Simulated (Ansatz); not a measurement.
**Two runs on MgO**

System: MgO (Cm, 2 atoms in the cell).
Method of the first run: DFT PBE, scalar-relativistic, plane waves, PAW, no spin polarisation (Ansatz 0.2.0).

The structure derives from an entry of the Crystallography Open Database. Text and figures count atoms from 1; the logs count them from 0 in places.

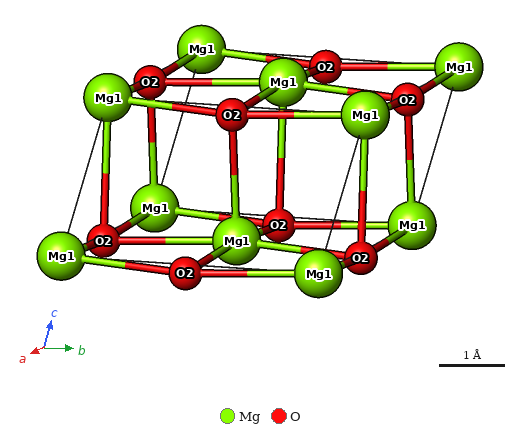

Fig. 1: The structure (ball-and-stick view of the cell 2 times as large as that of the calculation, set on its symmetry axes, seen slightly off an axis; atoms are numbered from 1 in the order of the input). An atom can appear more than once, as a periodic image.

Input, the first run:
```yaml
crystal:
  lattice:
    - [0.0, 2.13515, 2.13515]
    - [2.13515, 0.0, 2.13515]
    - [2.13515, 2.13515, 0.0]
  atoms:
    - { symbol: Mg, position: [0.0, 0.0, 0.0] }
    - { symbol: O, position: [0.5234175585, 0.4297473245, 0.4765824415] }
basis:
  ecutwfc: 420
kpoints:
  mp_grid: { grid: [10, 10, 10] }
hamiltonian:
  xc: pbe
scf:
  occupations: { method: gaussian, width: 0.05 }
output:
  forces: true
  stress: true
  eigenvalues: true
```

Launched with:
```bash
ansatz run input.yaml --threads 1 --pin off --max-ram 2560MiB --backend cpu --events-out ev --progress --plain --runs-dir out
```

Hardware: 1 thread of Intel Xeon (Sapphire Rapids), 32 GiB of memory available, shared host.

Output, shortened to warnings, some set-up lines, iterations and results (the first run):
```
Basis set: ecut = 420 eV, 339 PW (Γ), exchange–correlation on 48×48×48 points (8 copies of the dense FFT grid, shifted against one another)
Symmetry: 2 space group operations
k-points: 282 of 1000 (time reversal used)
Initial density: superposition of atomic densities (neutral atoms: chi_scale 0, normalization atom), corrected by the library's trained network
[...]
SCF iter   1: F=—  HF=-2494.015505 eV  |F-HF|=—  |Δ(HF+E_count)|=         —  Δρ=7.58e-4  dr2=4.67e-5  ethr=1.77e-3  ⟨swp⟩=5.7  Hψ=19852  notcnv=0
SCF iter   2: F=—  HF=-2494.015687 eV  |F-HF|=—  |Δ(HF+E_count)|=   1.82e-4  Δρ=4.21e-4  dr2=1.36e-5  ethr=2.92e-7  ⟨swp⟩=2.5  Hψ=8256  notcnv=0
SCF iter   3: F=—  HF=-2494.015714 eV  |F-HF|=—  |Δ(HF+E_count)|=   2.75e-5  Δρ=1.06e-4  dr2=6.73e-7  ethr=8.51e-8  ⟨swp⟩=2.4  Hψ=5253  notcnv=0
SCF iter   4: F=—  HF=-2494.015716 eV  |F-HF|=—  |Δ(HF+E_count)|=   1.72e-6  Δρ=3.54e-5  dr2=1.00e-7  ethr=4.21e-9  ⟨swp⟩=3.0  Hψ=5624  notcnv=0
SCF iter   5: F=-2494.015716 eV  HF=-2494.015716 eV  |F-HF|=8.22e-10  |Δ(HF+E_count)|=   8.17e-8  Δρ=2.25e-6  dr2=3.07e-10  ethr=6.26e-10  ⟨swp⟩=2.3  Hψ=5318  notcnv=0
SCF iter   6: F=-2494.015716 eV  HF=-2494.015716 eV  |F-HF|=4.55e-12  |Δ(HF+E_count)|=  8.99e-10  Δρ=3.21e-7  dr2=6.07e-12  ethr=1.92e-12  ⟨swp⟩=1.2  Hψ=9963  notcnv=0
SCF 1 converged in 6 iterations: F = -2494.015716 eV  dr2 = 6.07e-12
SCF converged after 6 iterations
Free energy (F): -2494.015716 eV
Harris-Foulkes:  -2494.015716 eV  (|F-HF|=4.55e-12)
Internal energy: -2494.015716 eV  (E = F + TS)
E sigma→0 (E₀):  -2494.015716 eV
Fermi energy:    9.767329 eV
--- Per-component energies (eV) ---
  E_band       = -300.776632
  E_kinetic    = 255.163590
  E_local      = -1638.028599  (includes V_loc(G=0)·N_el)
  E_nonlocal   = 142.835260
  E_hartree    = 568.237592
  E_xc         = -105.042665
  E_vxc        = -134.588315  (∫ρ·V_xc dr)
  E_paw        = -450.080647  (= ΣΔE_a)
  E_vpaw       = -62.636279  (= ΣTr[D̂ρ^β])
  E_aug_tail   = 0.002438  (compensation charges beyond the density's cutoff)
  E_ewald      = -1267.102686
  E_smearing   = -0.000000  (= −TS)
  E_closure    = 0.000000  (closes the sum)
  Σ components = -2494.015716   (vs F -2494.015716, Δ=0.00e0)
--- Forces (eV/Å), atoms counted from 1 ---
  atom   1  Mg    -1.13083301     0.00000000    -0.39868612
  atom   2  O      1.13083343     0.00000000     0.39868630
  max |Σ_I F_I| component: 4.19e-7 eV/Å
--- Stress (GPa, compression-positive) ---
        9.978177       0.000000      -0.998455
        0.000000      -2.543684       0.000000
       -0.998459       0.000000       0.369996
  P = ⅓ Tr σ = 2.6015 GPa (26.015 kbar)
```

For the second run the input was changed thus:
```diff
-    - { symbol: O, position: [0.5234175585, 0.4297473245, 0.4765824415] }
+    - { symbol: O, position: [0.546835117, 0.453164883, 0.453164883] }
```

How does the second run compare with the first run?

With the same functional and potentials, the second run lies 9.6 meV per atom lower. The pressure goes from 2.60 to 1.85 GPa. The largest force goes from 1.199 to 1.172 eV/Å. The number of SCF iterations is the same. The irreducible k-points go from 282 to 102.

Output, shortened to warnings, some set-up lines, iterations and results (the second run):
```
Basis set: ecut = 420 eV, 339 PW (Γ), exchange–correlation on 48×48×48 points (8 copies of the dense FFT grid, shifted against one another)
Symmetry: 8 space group operations
k-points: 102 of 1000 (time reversal used)
Initial density: superposition of atomic densities (neutral atoms: chi_scale 0, normalization atom), corrected by the library's trained network
[...]
SCF iter   1: F=—  HF=-2494.034587 eV  |F-HF|=—  |Δ(HF+E_count)|=         —  Δρ=7.19e-4  dr2=3.95e-5  ethr=1.77e-3  ⟨swp⟩=5.7  Hψ=7146  notcnv=0
SCF iter   2: F=—  HF=-2494.034790 eV  |F-HF|=—  |Δ(HF+E_count)|=   2.03e-4  Δρ=4.05e-4  dr2=1.20e-5  ethr=2.47e-7  ⟨swp⟩=2.7  Hψ=3054  notcnv=0
SCF iter   3: F=—  HF=-2494.034817 eV  |F-HF|=—  |Δ(HF+E_count)|=   2.65e-5  Δρ=1.24e-4  dr2=6.82e-7  ethr=7.48e-8  ⟨swp⟩=2.8  Hψ=1861  notcnv=0
SCF iter   4: F=-2494.034821 eV  HF=-2494.034821 eV  |F-HF|=4.79e-8  |Δ(HF+E_count)|=   4.38e-6  Δρ=2.59e-5  dr2=4.94e-8  ethr=4.26e-9  ⟨swp⟩=2.0  Hψ=1898  notcnv=0
SCF iter   5: F=-2494.034821 eV  HF=-2494.034821 eV  |F-HF|=1.11e-9  |Δ(HF+E_count)|=   7.16e-8  Δρ=4.30e-6  dr2=1.95e-9  ethr=3.09e-10  ⟨swp⟩=3.0  Hψ=2024  notcnv=0
SCF iter   6: F=-2494.034821 eV  HF=-2494.034821 eV  |F-HF|=3.27e-11  |Δ(HF+E_count)|=  1.01e-10  Δρ=5.65e-7  dr2=4.66e-11  ethr=1.22e-11  ⟨swp⟩=2.0  Hψ=3901  notcnv=0
SCF 1 converged in 6 iterations: F = -2494.034821 eV  dr2 = 4.66e-11
SCF converged after 6 iterations
Free energy (F): -2494.034821 eV
Harris-Foulkes:  -2494.034821 eV  (|F-HF|=3.27e-11)
Internal energy: -2494.034821 eV  (E = F + TS)
E sigma→0 (E₀):  -2494.034821 eV
Fermi energy:    9.774140 eV
--- Per-component energies (eV) ---
  E_band       = -300.825129
  E_kinetic    = 255.076363
  E_local      = -1636.230363  (includes V_loc(G=0)·N_el)
  E_nonlocal   = 142.817281
  E_hartree    = 567.374707
  E_xc         = -105.019966
  E_vxc        = -134.558174  (∫ρ·V_xc dr)
  E_paw        = -450.095221  (= ΣΔE_a)
  E_vpaw       = -62.681988  (= ΣTr[D̂ρ^β])
  E_aug_tail   = 0.002443  (compensation charges beyond the density's cutoff)
  E_ewald      = -1267.960066
  E_smearing   = -0.000000  (= −TS)
  E_closure    = 0.000000  (closes the sum)
  Σ components = -2494.034821   (vs F -2494.034821, Δ=0.00e0)
--- Forces (eV/Å), atoms counted from 1 ---
  atom   1  Mg    -1.17232187    -0.00000000     0.00000000
  atom   2  O      1.17232345    -0.00000000     0.00000000
  max |Σ_I F_I| component: 1.58e-6 eV/Å
--- Stress (GPa, compression-positive) ---
       10.314125       0.000000       0.000000
        0.000000      -2.382984      -0.000000
        0.000000      -0.000000      -2.382984
  P = ⅓ Tr σ = 1.8494 GPa (18.494 kbar)
```

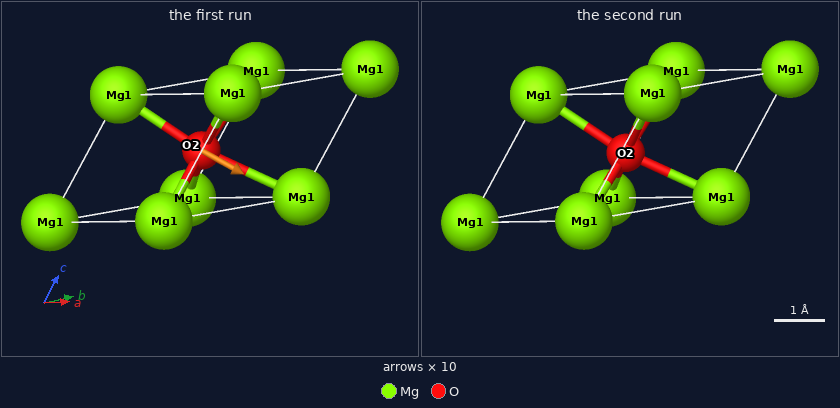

Fig. 2: The two input geometries at one scale (ball-and-stick view of the cell of the calculation, seen at an oblique angle). The orange arrows on the first give the shifts of the atoms relative to the cell, magnified 10 times. The largest move is that of O2, 0.10 Å. Mg stays in place. The cell doesn't change. Among the contacts that change: Mg1–O2 2.244 → 2.144 Å.

The two runs side by side:

```csv
quantity,the first run,the second run
outcome,converged,converged
free energy per atom (eV),−1247.0079,−1247.0174
gap on the mesh (eV),4.34,4.35
pressure (GPa),2.60,1.85
largest force (eV/Å),1.199,1.172
SCF iterations,6,6
irreducible k-points,282,102
plane waves at Γ,339,339
wall time (shared host),3.6 s,1.6 s
```
